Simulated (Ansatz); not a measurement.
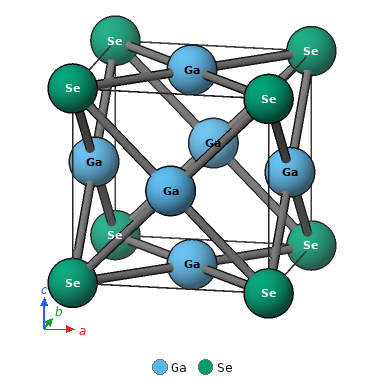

System: Ga₃Se, space group Pm-3m (No. 221). The picture shows the cell.

Structure:
```
CELL_PARAMETERS angstrom
4.22492 0.00000 0.00000
0.00000 4.22492 0.00000
0.00000 0.00000 4.22492
ATOMIC_POSITIONS crystal
Ga 0.00000 0.50000 0.50000
Ga 0.50000 0.00000 0.50000
Ga 0.50000 0.50000 0.00000
Se 0.00000 0.00000 0.00000
```

Computed with Ansatz 0.2.0: homogeneous strain of a crystal along one Voigt pattern with engineering shear, fractional coordinates fixed, by plane-wave density functional theory with PAW datasets, free energies less that of the undisturbed cell; scalar-relativistic. Level: PBEsol with D3(BJ), no spin polarisation.

```
       setting                                                          value
   wave cutoff                                                         420 eV
        k mesh                                                       12×12×12
   occupations                                                       Gaussian
smearing width                                                        0.15 eV
       k shift                                         (0, 0, 0) (mesh steps)
         start                                                        relaxed
strain pattern  (0, 0, 0, 0, 0, 1) (xx yy zz yz xz xy with engineering shear)
```

The points at strain −0.045, −0.015, 0.03 and 0.06 follow from computed ones by symmetry.

Predict the energy change and tensile stress summed over the strain pattern against strain. The strain takes the values −0.0600, −0.0450, −0.0300, −0.0150, 0.0000, 0.0150, 0.0300, 0.0375, 0.0450, 0.0525, 0.0600.

The energy change is 1.41 meV/atom at strain −0.0600 and 1.41 meV/atom at 0.0600; the lowest computed point is at strain −0.0150 (−0.02 meV/atom), in a single well. The tensile stress summed over the strain pattern rises from −0.661 GPa at strain −0.0600 to 0.661 GPa at 0.0600, and changes sign near 0.000. The slope of stress against strain at the start, which at zero pressure is the clamped-ion constant C66, is 1.5 GPa. The second derivative of tensile stress is 40 GPa.

| strain | energy change (meV/atom) | tensile stress summed over the strain pattern (GPa) |
| --- | --- | --- |
| −0.0600 | 1.41 | −0.661 |
| −0.0450 | 0.48 | −0.380 |
| −0.0300 | 0.05 | −0.118 |
| −0.0150 | −0.02 | 0.011 |
| 0.0000 | 0.00 | 0.000 |
| 0.0150 | −0.02 | −0.011 |
| 0.0300 | 0.05 | 0.118 |
| 0.0375 | 0.21 | 0.238 |
| 0.0450 | 0.48 | 0.380 |
| 0.0525 | 0.88 | 0.525 |
| 0.0600 | 1.41 | 0.661 |

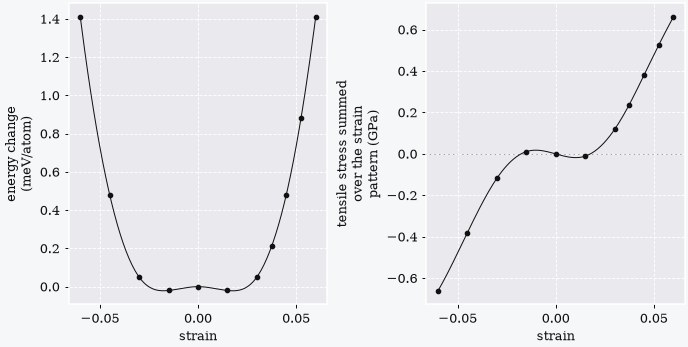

Keep in mind: no spin polarisation, a magnetic state may lie lower.
